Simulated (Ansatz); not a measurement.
# Run report: TiAl3, single-point calculation

System: TiAl3 (I4mm, 4 atoms in the cell).
Method: DFT r2SCAN, scalar-relativistic, plane waves, PAW, no spin polarisation (Ansatz 0.2.0).

The structure derives from a Materials Project entry. It belongs to a series of runs on one base structure; here: atom 2 (Al) moved -0.200 A along Cartesian [0 0 1]. Figures and captions count atoms from 1; the log counts them from 0 in places.

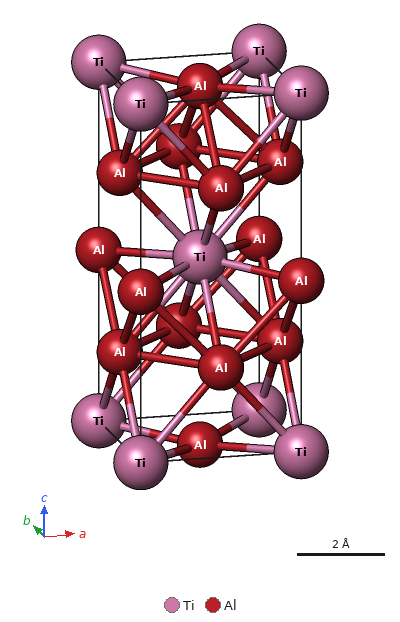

The structure as given in the input (ball-and-stick view of the cell 2 times as large as that of the calculation, set on its symmetry axes, seen slightly off an axis). An atom can appear more than once, as a periodic image.

**Summary**

- outcome: converged
- space group (tolerance 0.01 Å): I4mm (107)
- electrons treated: 21
- free energy: −4127.2670 eV
- Fermi energy: 9.693 eV
- gap on the k-point mesh: none (metallic)
- pressure: 0.64 GPa
- largest force (length of the vector): 0.880 eV/Å
- hardware: 1 thread of Intel Xeon @ 2.70GHz, 189 GiB of memory available, shared host
- wall time: 1.9 min
- peak memory: 1.1 GiB

**Input file**
```yaml
crystal:
  lattice:
    - [-1.9120003552, 1.9120003552, 4.281915038]
    - [1.9120003552, -1.9120003552, 4.281915038]
    - [1.9120003552, 1.9120003552, -4.281915038]
  atoms:
    - { symbol: Ti, position: [0.0, 0.0, 0.0] }
    - { symbol: Al, position: [0.4766459635, 0.4766459635, 0.0] }
    - { symbol: Al, position: [0.75, 0.25, 0.5] }
    - { symbol: Al, position: [0.25, 0.75, 0.5] }
basis:
  ecutwfc: 500
kpoints:
  mp_grid: { grid: [18, 18, 18] }
hamiltonian:
  xc: r2scan
scf:
  occupations: { method: gaussian, width: 0.15 }
output:
  forces: true
  stress: true
  eigenvalues: true
  write_density: true
  write_potential: true
  elf: true
  volumetric_format: npy
```

Launch command:
```bash
ansatz run input.yaml --threads 1 --pin off --max-ram 2560MiB --backend cpu --events-out ev --progress --plain --runs-dir out
```

**The program's output**
```
Engine: ansatz 0.2.0, x86_64-unknown-linux-gnu
Pseudopotentials: kind: paw
Pseudopotential: Ti, paw, valence charge 12, recommended cutoff 500 eV (meta_gga), Ti.paw.azcp
Pseudopotential: Al, paw, valence charge 3, recommended cutoff 500 eV (meta_gga), Al.paw.azcp
Functional definition: r2SCAN
  parameter k0 = 0.174
  parameter k1 = 0.065
  parameter a1 = 4.9479
  exchange = r2scan_x(k0 = k0, k1 = k1, a1 = a1)
  correlation = r2scan_c
Crystal: 4 atoms, lattice volume = 62.614 Å³
Basis set: ecut = 500 eV, 1555 PW (Γ), exchange–correlation on 160×160×160 points (64 copies of the dense FFT grid, shifted against one another)
Bands: 15, of which v1, the nominal top of the filled ones, is band 11 counted from 1 (10 counted from 0)
Symmetry: 8 space group operations
Space group: I4mm (ITA 107), of the structure as read, at distance tolerance 4.0e-5 Å
k-points: 480 of 5832 (time reversal used)
Non-local potential: Ti, projectors of the file, l = 0: 3, l = 1: 2, l = 2: 3, l = 3: 1
Non-local potential: Al, projectors of the file, l = 0: 2, l = 1: 2, l = 2: 1
PAW form: soft (Blöchl's): semilocal exchange-correlation on the pseudo side does not see the compensation charge
PAW frozen core: Ti, regenerated for the run's functional (the file was generated under x = pbe(κ = 0.804, μ = 0.2195149727645171), c = pbe(β = 0.06672455060314922))
PAW frozen core: Al, regenerated for the run's functional (the file was generated under x = pbe(κ = 0.804, μ = 0.2195149727645171), c = pbe(β = 0.06672455060314922))
PAW one-centre angular grid: Ti, 590 points (default); XC on 160 Gauss nodes
PAW one-centre angular grid: Al, 302 points (default); XC on 160 Gauss nodes
Initial density: superposition of atomic densities (neutral atoms: chi_scale 0, normalization atom), corrected by the library's trained network
Initial wavefunctions: pseudopotential atomic-orbital guess
Functional: x = r2scan, c = r2scan; τ floored in thin density (d = 2e-4 eV/Å³)
SCF iter   1: F=—  HF=-4127.228747 eV  |F-HF|=—  |Δ(HF+E_count)|=         —  Δρ=1.24e-2  dr2=1.28e-1  dr2_τ=2.81e-2  ethr=1.77e-3  ⟨swp⟩=5.3  Hψ=41178  notcnv=0
preconditioner: auto → Kerker (q_TF=auto, 2.274 Å⁻¹)  [metal: Δε(μ)=0.005 eV  Ē_g=6.025 eV  σ=0.150 eV  W_gap=0.02  n_scr=10 (ndim 8)  ℏωp=16.9 eV  f_vac=0.000  D(μ)=1.56/eV (n_scr^D=10)]
SCF iter   2: F=—  HF=-4127.268214 eV  |F-HF|=—  |Δ(HF+E_count)|=   3.95e-2  Δρ=4.85e-3  dr2=1.83e-2  dr2_τ=3.36e-3  ethr=6.08e-4  ⟨swp⟩=2.6  Hψ=17827  notcnv=0  defer=40
SCF iter   3: F=—  HF=-4127.267098 eV  |F-HF|=—  |Δ(HF+E_count)|=   1.12e-3  Δρ=2.35e-3  dr2=3.31e-3  dr2_τ=7.49e-5  ethr=8.70e-5  ⟨swp⟩=2.0  Hψ=10191  notcnv=0  defer=40
SCF iter   4: F=—  HF=-4127.266970 eV  |F-HF|=—  |Δ(HF+E_count)|=   1.29e-4  Δρ=2.35e-4  dr2=3.19e-5  dr2_τ=2.89e-6  ethr=1.58e-5  ⟨swp⟩=2.6  Hψ=11629  notcnv=0  defer=40
SCF iter   5: F=—  HF=-4127.267001 eV  |F-HF|=—  |Δ(HF+E_count)|=   3.18e-5  Δρ=9.85e-5  dr2=7.34e-6  dr2_τ=3.53e-7  ethr=1.52e-7  ⟨swp⟩=2.0  Hψ=10321  notcnv=0  defer=40
SCF iter   6: F=—  HF=-4127.267000 eV  |F-HF|=—  |Δ(HF+E_count)|=   1.35e-6  Δρ=2.53e-5  dr2=5.93e-7  dr2_τ=1.77e-8  ethr=3.49e-8  ⟨swp⟩=2.1  Hψ=10247  notcnv=0  defer=40
SCF iter   7: F=-4127.267000 eV  HF=-4127.267000 eV  |F-HF|=1.48e-9  |Δ(HF+E_count)|=  7.21e-10  Δρ=5.14e-6  dr2=2.13e-8  dr2_τ=6.22e-10  ethr=4.76e-10  ⟨swp⟩=8.5  Hψ=47276  notcnv=0
SCF 1 converged in 7 iterations: F = -4127.267000 eV  dr2 = 2.13e-8
  greatest PAW one-centre occupation: 1.001 electrons in one spin orbital (limit 2), on the Ti atom at site 0 (counted from 0), in its partial waves of l = 1
```

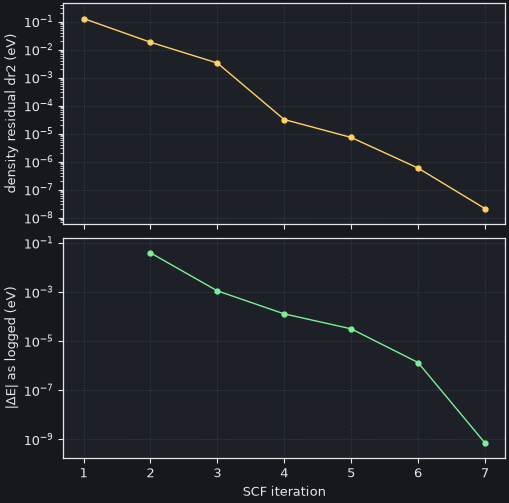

Convergence of the self-consistent field: density residual dr2 and size of the energy change against the SCF iteration. The residual falls at every step.

```
SCF converged after 7 iterations
Free energy (F): -4127.267000 eV
Harris-Foulkes:  -4127.267000 eV  (|F-HF|=1.48e-9)
Internal energy: -4127.248564 eV  (E = F + TS)
E sigma→0 (E₀):  -4127.257782 eV
Entropy (-TS):   -0.018436 eV (-4.609 meV/atom)
Fermi energy:    9.692523 eV
--- Per-component energies (eV) ---
  E_band       = -166.440323
  E_kinetic    = 345.243757
  E_local      = -1183.511331  (includes V_loc(G=0)·N_el)
  E_nonlocal   = 37.785830
  E_hartree    = 520.731943
  E_xc         = -204.810965
  E_vxc        = -228.413222  (∫ρ·V_xc dr)
  E_paw        = -2477.217459  (= ΣΔE_a)
  E_vpaw       = -191.745191  (= ΣTr[D̂ρ^β])
  E_aug_tail   = 0.000094  (compensation charges beyond the density's cutoff)
  E_vtau       = 12.740369  (kinetic-family band-sum trace: ∫τ·v_τ [+ j·A + Jᵃ·Aᵃ] dr)
  E_ewald      = -1165.036652
  E_core_change = -0.433781  (= ΣΔE_core)
  E_smearing   = -0.018436  (= −TS)
  E_closure    = 0.000000  (closes the sum)
  Σ components = -4127.267000   (vs F -4127.267000, Δ=0.00e0)
--- Forces (eV/Å), atoms counted from 1 ---
  atom   1  Ti    -0.00000000     0.00000000     0.03969786
  atom   2  Al    -0.00000000     0.00000000     0.88042293
  atom   3  Al     0.00000000     0.00000000    -0.46006671
  atom   4  Al    -0.00000000    -0.00000000    -0.46006671
  max |Σ_I F_I| component: 1.26e-5 eV/Å
--- Stress (GPa, compression-positive) ---
        0.604275       0.000000      -0.000000
        0.000000       0.604275      -0.000000
       -0.000000       0.000000       0.720885
  P = ⅓ Tr σ = 0.6431 GPa (6.431 kbar)
--- Band table (eV; the first three rows and the last of 480) ---
  k-point 0: bands = ["-49.1581", "-24.4113", "-24.4113", "-24.3475", "-1.0855", "6.7162", "6.8550", "8.2380", "8.2977", "8.2977", "10.5783", "11.5220", "11.5220", "11.8070", "12.5244"]
  k-point 1: bands = ["-49.1580", "-24.4122", "-24.4120", "-24.3474", "-1.0174", "6.7604", "6.8283", "8.0003", "8.2550", "8.2751", "10.2577", "11.6033", "11.6343", "11.7522", "12.7035"]
  k-point 2: bands = ["-49.1578", "-24.4148", "-24.4142", "-24.3470", "-0.8141", "6.6854", "6.9489", "7.5223", "8.0437", "8.2232", "9.5946", "11.6409", "11.8025", "11.8285", "12.9810"]
  k-point 479: bands = ["-49.1580", "-24.4115", "-24.4115", "-24.3510", "0.5196", "1.7569", "7.6424", "8.5681", "8.5681", "9.3905", "10.4869", "10.4869", "10.7093", "12.8822", "14.8909"]
```

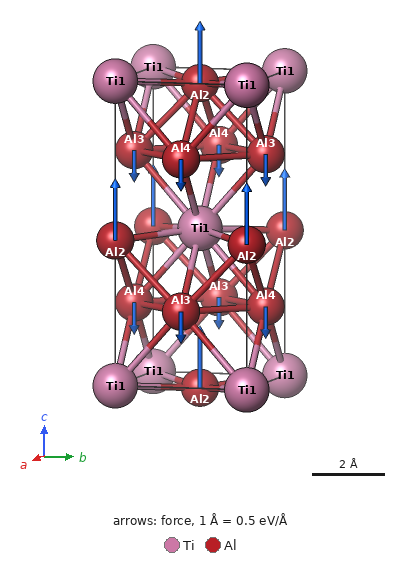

Forces on the atoms as blue arrows (ball-and-stick view of the cell 2 times as large as that of the calculation, set on its symmetry axes, seen slightly off an axis; atoms are numbered from 1 in the order of the input); the smallest are left out. The largest act on Al2 (0.88 eV/Å); Al3, Al4 (0.46 eV/Å). The geometry is not a stationary point of this energy.

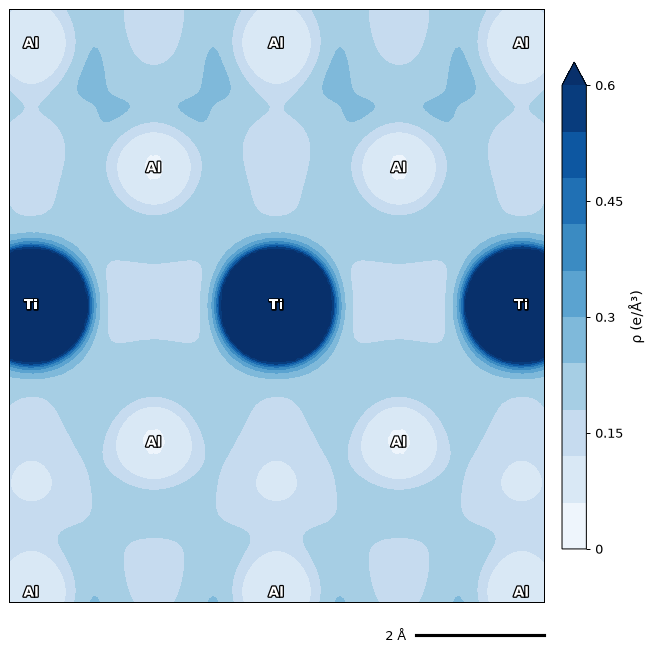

Valence charge density (pseudo) on the (100) plane of the conventional cell. Atoms in the plane: Ti and Al. Al–Al (2.72 Å): ρ at the midpoint is about 0.24 e/Å³. Ti–Al (2.87 Å): ρ at the midpoint is about 0.2 e/Å³. Away from the nuclei the density in this plane falls to 0.11 e/Å³ at its lowest. In a PAW calculation such maps are meaningful between the atoms, not at the nuclei.

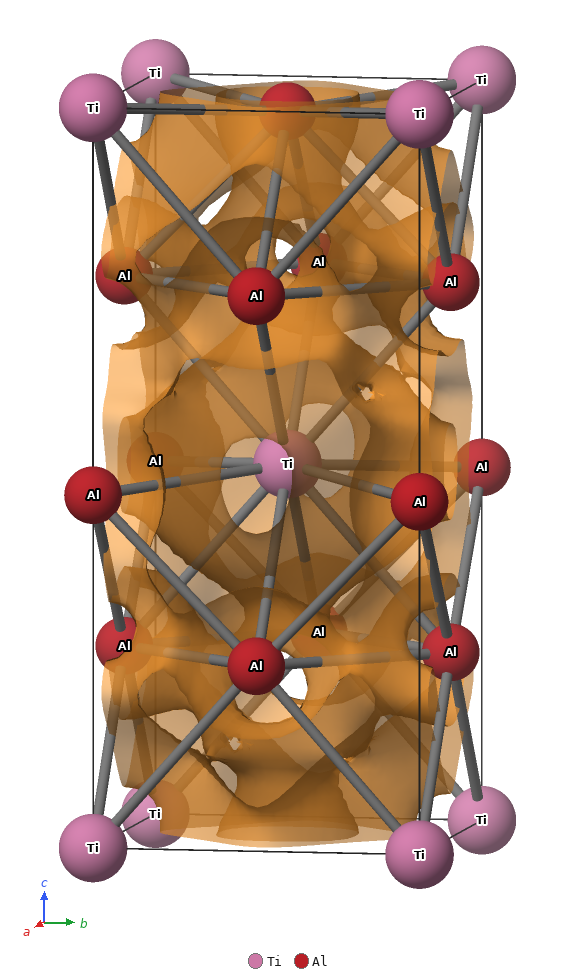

Isosurface of the ELF at 0.55 (orange), seen slightly off an axis. Core shells and regions of very low density are left out. Sticks mark near contacts. The outline is the cell set on symmetry axes. Values along the shortest contacts: Al–Al (2.70 Å): the ELF peaks at about 0.70 between the atoms.
